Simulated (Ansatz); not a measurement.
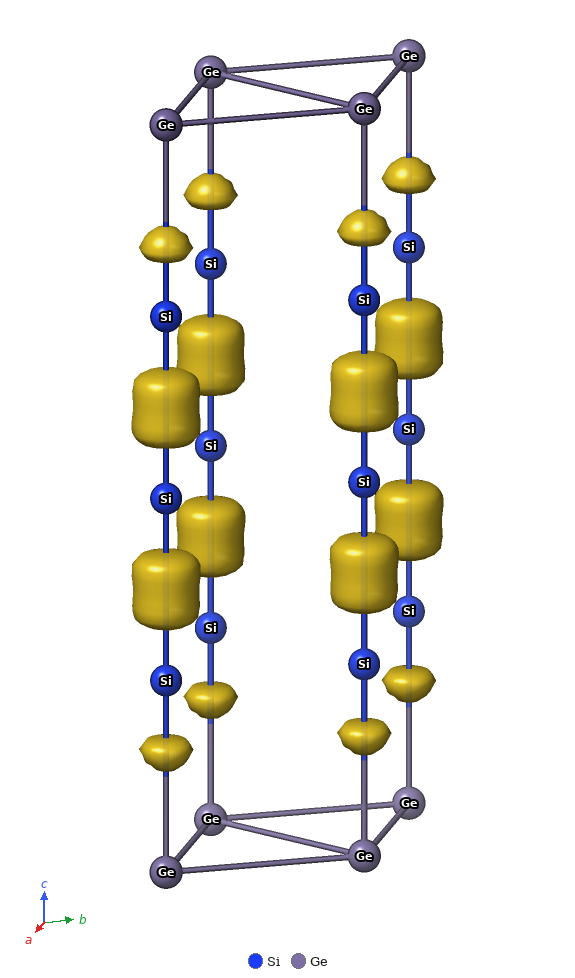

Si₃Ge. Isosurface of the ELF at 0.8 (yellow), seen slightly off an axis. Only the valence region is drawn (cores and ρ < 0.01 e/Å³ removed). Sticks mark near contacts.

Space group P6/mmm; a structure generated by program, which may or may not match a known phase.

Level of theory: DFT PBE, scalar-relativistic, plane waves, PAW (Ansatz).

Core electrons are frozen (PAW), and the valence fields are smoothed inside the atomic spheres.

```xyz
4
Lattice="2.7150 0.0000 0.0000 -1.3575 2.3513 0.0000 0.0000 0.0000 10.1106" Properties=species:S:1:pos:R:3 pbc="T T T"
Si    0.0000    0.0000    5.0553
Si    0.0000    0.0000    7.5178
Si    0.0000    0.0000    2.5928
Ge    0.0000    0.0000    0.0000
```

### Describe the localisation domains.

At this value the surface marks out two regions between bonded Si–Si atoms and two lobes of the valence shell of Si pointing towards Ge (polar bonds), counted in one cell of 4 atoms. Regions shared between cells count once.

Values along the shortest contacts:
Si–Si (2.46 Å): the ELF peaks at about 0.90 between the atoms. Si–Ge (2.59 Å): the ELF peaks at about 0.85 in the valence shell of Si, 0.9 Å from its nucleus, and is about 0.80 at the midpoint.

### Does the calculation make it a metal, or give it a gap?

It is metallic or semimetallic at this level of theory: no gap opens.
